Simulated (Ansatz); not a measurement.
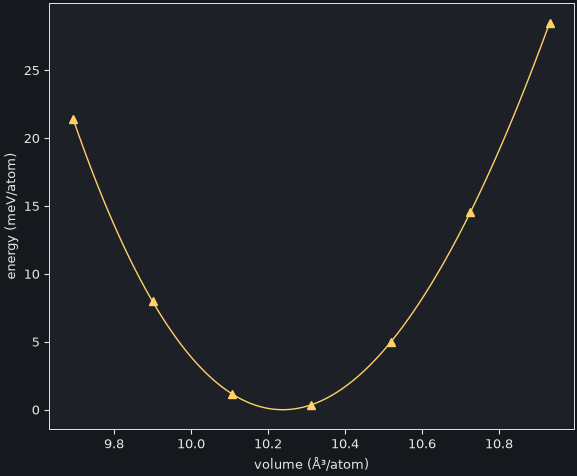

Plotted: energy against volume.

How it was computed, with Ansatz 0.2.0: plane-wave DFT, no spin polarisation; energies at scaled volumes of the given cell, shape and fractions fixed, counted from the fit's minimum, third-order Birch-Murnaghan fit. Level: BLYP with D3(BJ).

**For which of these solids was it computed?**
A. SiC, P6_3mc (No. 186)
B. SnSe, Fm-3m (No. 225)
C. SnO₂, P4_2/mnm (No. 136)

A, SiC: energy from 0.36 meV/atom to 28.48 meV/atom, V0 10.24 Å³/atom, B0 217 GPa. The others give: SnSe, energy from −0.04 meV/atom to 15.89 meV/atom, V0 27.18 Å³/atom, B0 49.5 GPa; SnO₂, energy from 0.55 meV/atom to 95.61 meV/atom, V0 12.51 Å³/atom, B0 183 GPa.

For SiC, limits of the calculation: the functional was run on potentials made for another functional; shape and atomic fractions are frozen while scaling, which makes layered, chain and framework solids too stiff.

For SnO₂, limits of the calculation: the functional was run on potentials made for another functional; shape and atomic fractions are frozen while scaling, which makes layered, chain and framework solids too stiff.

For SnSe, limits of the calculation: the functional was run on potentials made for another functional.
